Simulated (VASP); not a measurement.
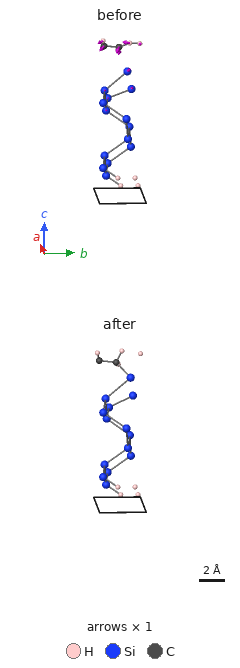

The structure of a slab of composition Si7H4C before (top) and after (bottom) a relaxation, at one scale. The purple arrows give the displacements, at their true length.

Style: ball-and-stick. Shown: the cell of the calculation, outlined in the plane, without the vacuum (origin shifted), from a free direction.

The run lets the atoms move in a fixed cell. 10 atoms are held fixed.

Theory: Kohn-Sham DFT of a periodic cell, PBE, VASP PAW PBE potentials, recommended in VASP.

Input
```
PREC = Normal ; ENCUT = 450
EDIFF = 1E-6 ; ISMEAR = 0
SIGMA = 0.05 ; LREAL = Auto
LASPH = T ; NELM = 80
ALGO = Normal ; ISIF = 2
LWAVE = F ; LCHARG = F
LDIPOL = T ; IDIPOL = 3
DIPOL = 0.5 0.5 0.502 ; GGA = PE
IBRION = 2 ; NSW = 90
EDIFFG = -0.03 ; KPAR = 4
NCORE = 2
```

Run as
```bash
cat potpaw_PBE.64/H/POTCAR potpaw_PBE.64/Si/POTCAR potpaw_PBE.64/C/POTCAR > POTCAR
mpirun -np 8 vasp_std > vasp.out
```

**Describe what moved and what it gained.**

The relaxation stopped without meeting its thresholds, so the last structure isn't shown to be converged. After 89 geometry steps the energy has fallen by 2.584 eV per cell of the calculation. Largest force component: 4.4 eV/Å at the start, 0.44 eV/Å at the end. The atom that moves furthest is an H atom (0.84 Å at 19° to the normal (−c side)). By element the largest moves are H 0.84 Å, C 0.67 Å, Si 0.36 Å. The lattice vectors keep their values. Near-neighbour distances that change, for instance: C–Si 2.899 → 1.941 Å, H–H 0.871 → 1.657 Å, C–Si 2.388 → 1.919 Å, Si–Si 2.536 → 2.777 Å. New bonds form: C–Si (2.39 → 1.92 Å), C–Si (2.90 → 1.94 Å). Among the angles between lasting bonds that change: H–C–C 120.5° → 105.6°, H–C–C 120.5° → 111.8°, Si–Si–Si 119.1° → 112.5°. It ran on 8 threads of Intel(R) Xeon(R) Platinum 8488C (Sapphire Rapids), on a shared host.
